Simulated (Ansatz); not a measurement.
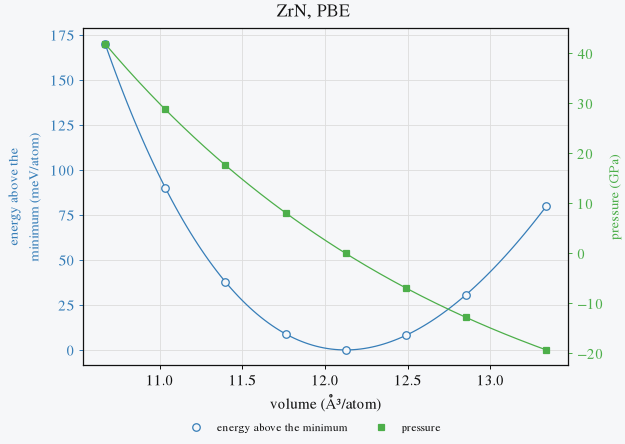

The figure shows the energy above the minimum and pressure against volume for ZrN, space group Fm-3m (No. 225).

Cell as given: a = 3.249 Å, b = 3.249 Å, c = 3.249 Å, α = 60.00°, β = 60.00°, γ = 60.00°; 2 atoms.

How it was computed, with Ansatz 0.2.0: third-order Birch-Murnaghan fit to density functional energies at scaled volumes of the given relaxed cell, shape and atoms relaxed at each volume; energies count from the fitted minimum; plane waves with PAW datasets, Γ-centred k mesh. Level: PBE, no spin polarisation.

```tsv
setting	value
wave cutoff	420 eV
k mesh	16×16×16
occupations	Gaussian
smearing width	0.1 eV
```

The numbers behind the figure:

| volume (Å³/atom) | energy above the minimum (meV/atom) | pressure (GPa) |
| --- | --- | --- |
| 10.670 | 170.0 | 41.93 |
| 11.034 | 90.1 | 28.79 |
| 11.398 | 37.8 | 17.62 |
| 11.762 | 8.9 | 8.10 |
| 12.125 | 0.0 | −0.01 |
| 12.489 | 8.1 | −6.93 |
| 12.853 | 30.7 | −12.82 |
| 13.338 | 79.8 | −19.33 |

Note: no spin polarisation, a magnetic state may lie lower.
